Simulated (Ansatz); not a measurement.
# N: what the fields show

Input

```
crystal:
  lattice:
    - [4.7321604542, 0.0, 0.0]
    - [0.0, 4.7321604542, 0.0]
    - [0.0, 0.0, 4.7321604542]
  atoms:
    - { symbol: "N", position: [-2.21095e-05, -2.21095e-05, -2.21095e-05], spin: 3.15 }
    - { symbol: "N", position: [0.5000221095, 1.0000221095, 0.4999778905], spin: 3.15 }
    - { symbol: "N", position: [0.4999778905, 0.5000221095, 1.0000221095], spin: 3.15 }
    - { symbol: "N", position: [1.0000221095, 0.4999778905, 0.5000221095], spin: 3.15 }
basis:
  ecutwfc: 420
kpoints:
  mp_grid: { grid: [6, 6, 6] }
hamiltonian:
  xc: lda
scf:
  occupations: { method: gaussian, width: 0.02 }
output:
  forces: true
  stress: true
  eigenvalues: true
  populations: true
  write_density: true
  write_potential: true
  elf: true
  volumetric_format: npy
magnetization:
  spin_polarized: true
relax:
  adjacent_minimum: "off"
  f_tol: 0.01
  max_steps: 30
```

Command:

```sh
ansatz run input.yaml --threads 1 --pin off --max-ram 2560MiB --backend cpu --events-out ev --progress --plain --runs-dir out
```

Below, planes, directions and counts refer to the conventional cell (a = 4.73 Å, b = 4.73 Å, c = 4.73 Å, α = 90.00°, β = 90.00°, γ = 90.00°).

Space group Fm-3m; changed on purpose from its base cell (volume × 0.94, shape and atoms relaxed); spin-polarised.

Level of theory: Ansatz 0.2.0, DFT LDA, scalar-relativistic, plane waves, PAW.

In a PAW calculation such maps are meaningful between the atoms, not at the nuclei.

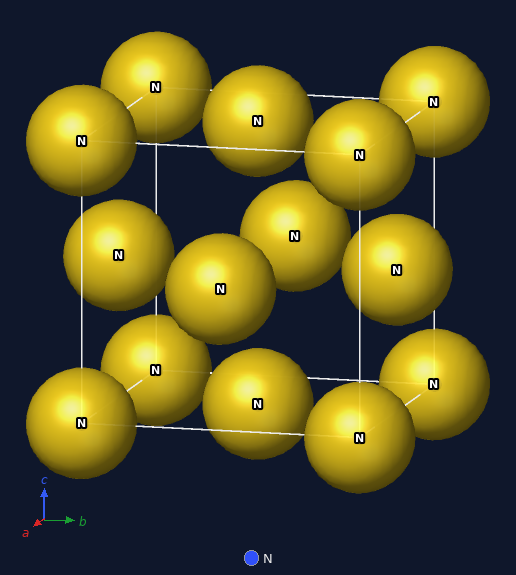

Figure 1. Isosurface of the magnetisation density (up minus down) at +0.2 e/Å³ (yellow), seen slightly off an axis.

Question: Where is the spin, and how is it ordered?

Answer: The spin density sits on N: +2.9 μB (×4) in one cell of 4 atoms: parallel main moments (a ferromagnetic arrangement) in this solution. The cell of the calculation (4 atoms) carries 12.0 μB of net spin moment.

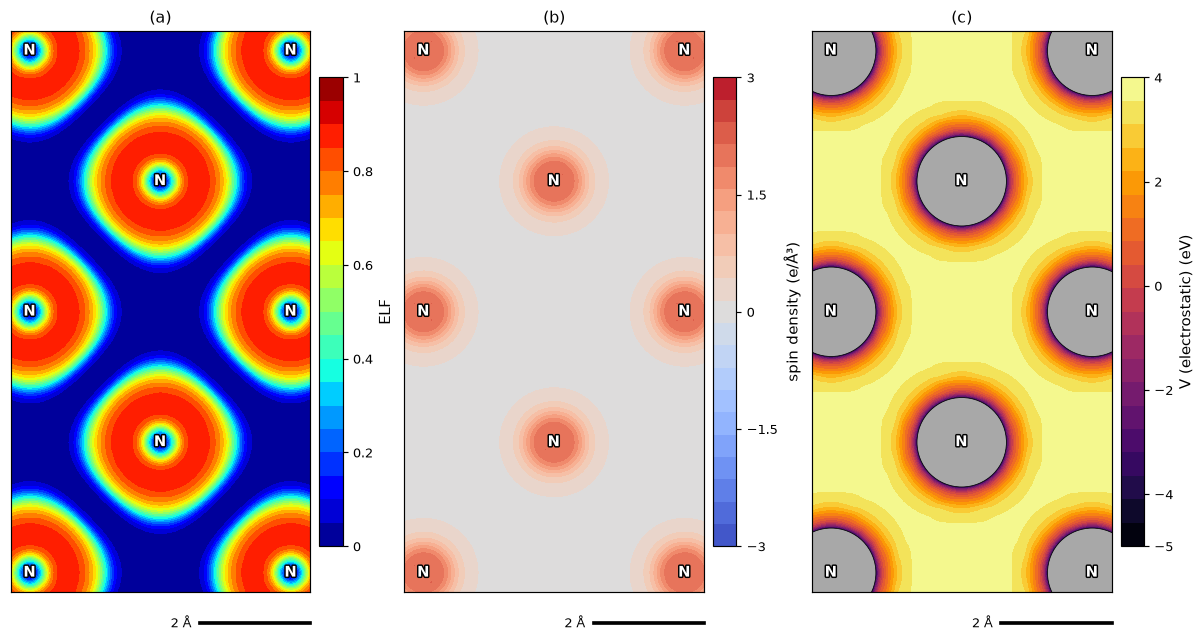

Figure 2. (a) ELF; (b) spin density; (c) electrostatic potential (local pseudopotential plus Hartree) felt by an electron on the (100) plane of the conventional cell. Grey discs cover the atomic cores in the potential map.

Question: Read the bonding off the picture.

Answer: The plane passes through N nuclei.
N–N (3.35 Å): the ELF is about 0 at the midpoint; no shared electron pair shows on this line.

Outside the cores the potential energy rises away from the atoms and is highest about 2.1 Å from the nearest atoms; its zero is arbitrary.

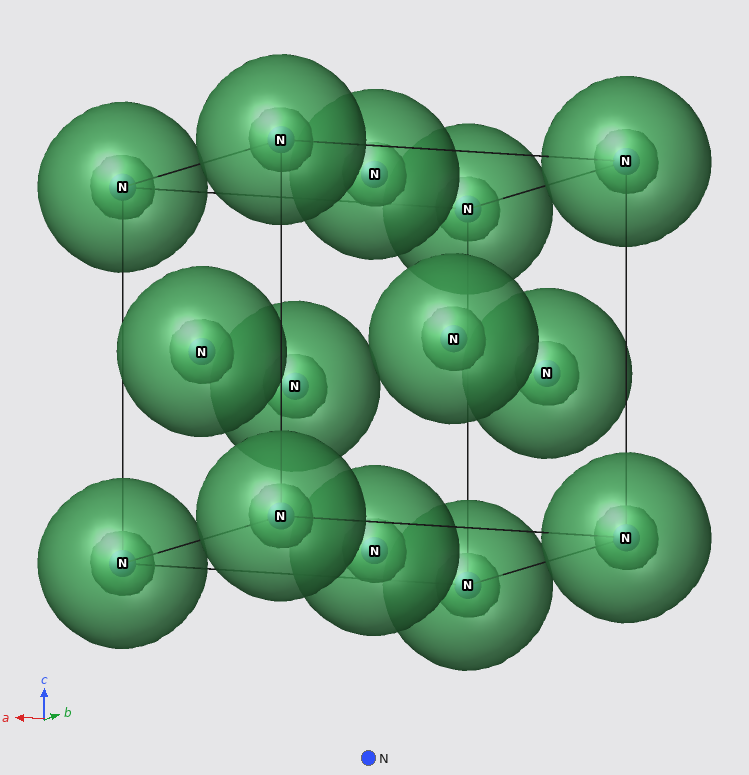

Figure 3. Isosurface of the electron localisation function at 0.75 (green), seen at an oblique angle. Only the valence region is drawn (cores and ρ < 0.01 e/Å³ removed).

Question: What do the ELF domains correspond to?

Answer: The ELF exceeds this value in four regions wrapped around N (the valence shell of each), counted in one cell of 4 atoms. Any copies at cell faces, edges or corners count once.

Question: Does the calculation make it a metal, or give it a gap?

Answer: It is gapped, with a Kohn–Sham gap of 1.5 eV on the k-point mesh (the band edges may lie off the mesh, which would make the gap smaller).
